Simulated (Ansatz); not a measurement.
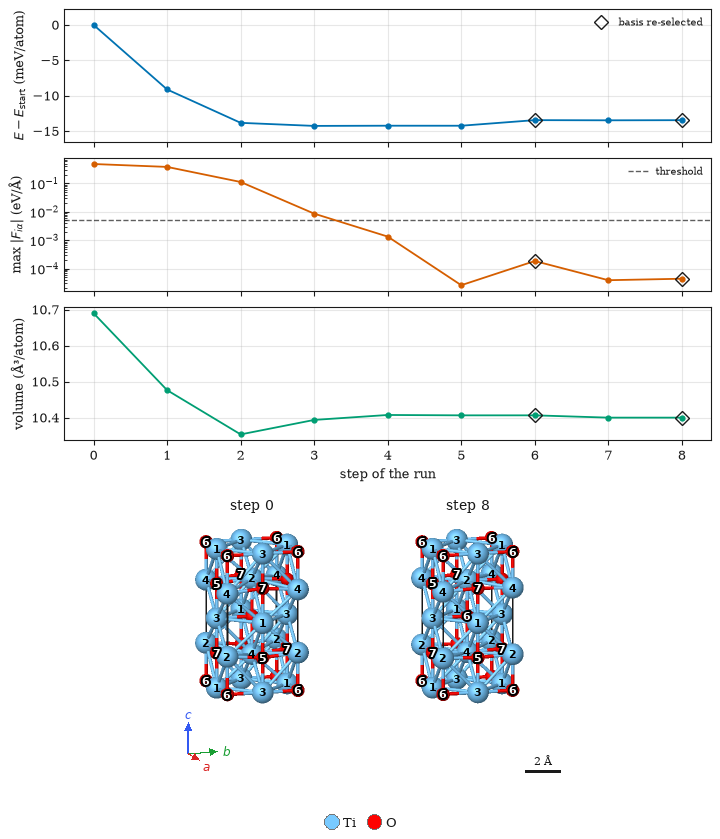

First and last geometry of a relaxation of crystalline Ti₄O₃ (set up in I4/mmm), with the history of the run. The picture is a ball-and-stick view of the conventional cell (2 times the calculation's cell), seen slightly off an axis. Lengths and directions refer to the drawn axes.

Level of theory: DFT PBEsol, scalar-relativistic, plane waves, PAW in Ansatz 0.2.0.

The input:
```yaml
crystal:
  lattice:
    - [-2.13448648, 2.13448648, 4.10608314]
    - [2.13448648, -2.13448648, 4.10608314]
    - [2.13448648, 2.13448648, -4.10608314]
  atoms:
    - { symbol: Ti, position: [0.0, 0.5, 0.5] }
    - { symbol: Ti, position: [0.27258871, 0.27258871, 0.0] }
    - { symbol: Ti, position: [0.5, 0.0, 0.5] }
    - { symbol: Ti, position: [0.72741129, 0.72741129, 0.0] }
    - { symbol: O, position: [0.75, 0.25, 0.5] }
    - { symbol: O, position: [0.0, 0.0, 0.0] }
    - { symbol: O, position: [0.25, 0.75, 0.5] }
basis:
  ecutwfc: 420
kpoints:
  mp_grid: { grid: [12, 12, 12] }
hamiltonian:
  xc: pbesol
scf:
  occupations: { method: gaussian, width: 0.1 }
output:
  forces: true
  stress: true
  eigenvalues: true
  write_density: true
  write_potential: true
  elf: true
  volumetric_format: npy
relax:
  adjacent_minimum: "off"
  f_tol: 0.005
  max_steps: 80
  cell: { stress_tol: 0.05 }
```

Command:
```bash
ansatz run input.yaml --threads 2 --pin off --max-ram 5120MiB --backend cpu --events-out ev --progress --plain --runs-dir out
```

What do the curves and the structures tell?

Answer. It converged. Over 6 accepted moves (8 points after the start) the energy falls by 13.5 meV per atom. Largest force component: 0.49 eV/Å at the start, under 0.0001 eV/Å at the end. Pressure: −6.08 GPa at the start and −0.01 GPa at the end. At 2 points the geometry stayed and the basis and grid were re-selected for the new cell (energy shift of 0.8 meV per atom at most each time). The largest moves relative to the cell, 0.10 Å, are those of Ti2 and Ti4. Ti4 goes along +c. O stays in place. Cell: a = b 4.269 → 4.212 Å (−1.3 %), c 8.212 → 8.208 Å (−0.1 %). Volume −2.7 %. Some distances before and after: Ti2–O6 2.239 → 2.133 Å, Ti1–Ti2 3.093 → 2.997 Å, Ti2–Ti4 3.041 → 2.983 Å, Ti1–Ti2 (another image) 2.836 → 2.884 Å. Bond angles that change, for instance: Ti2–O5–Ti2 170.1° → 175.6°, Ti1–O5–Ti4 95.0° → 92.2°, Ti1–O5–Ti2 85.0° → 87.8°. The space group stays I4/mmm (No. 139). The run took 71 s on 2 threads of Intel(R) Xeon(R) 6975P-C (Granite Rapids), on a shared host, peak memory 0.69 GiB.

```json
{"step": "0", "E − E(0), meV/atom": "0.00", "largest force component, eV/Å": "0.4860", "pressure, GPa": "-6.08", "volume, Å³/atom": "10.690", "note": ""}
{"step": "1", "E − E(0), meV/atom": "-9.12", "largest force component, eV/Å": "0.3842", "pressure, GPa": "-1.78", "volume, Å³/atom": "10.476", "note": ""}
{"step": "2", "E − E(0), meV/atom": "-13.83", "largest force component, eV/Å": "0.1130", "pressure, GPa": "1.07", "volume, Å³/atom": "10.353", "note": ""}
{"step": "3", "E − E(0), meV/atom": "-14.26", "largest force component, eV/Å": "0.0087", "pressure, GPa": "0.27", "volume, Å³/atom": "10.394", "note": ""}
{"step": "4", "E − E(0), meV/atom": "-14.24", "largest force component, eV/Å": "0.0013", "pressure, GPa": "-0.02", "volume, Å³/atom": "10.407", "note": ""}
{"step": "5", "E − E(0), meV/atom": "-14.24", "largest force component, eV/Å": "0.0000", "pressure, GPa": "0.00", "volume, Å³/atom": "10.406", "note": ""}
{"step": "6", "E − E(0), meV/atom": "-13.45", "largest force component, eV/Å": "0.0002", "pressure, GPa": "-0.14", "volume, Å³/atom": "10.406", "note": "same geometry, new basis"}
{"step": "7", "E − E(0), meV/atom": "-13.47", "largest force component, eV/Å": "0.0000", "pressure, GPa": "0.00", "volume, Å³/atom": "10.400", "note": ""}
{"step": "8", "E − E(0), meV/atom": "-13.46", "largest force component, eV/Å": "0.0000", "pressure, GPa": "-0.01", "volume, Å³/atom": "10.400", "note": "same geometry, new basis"}
```
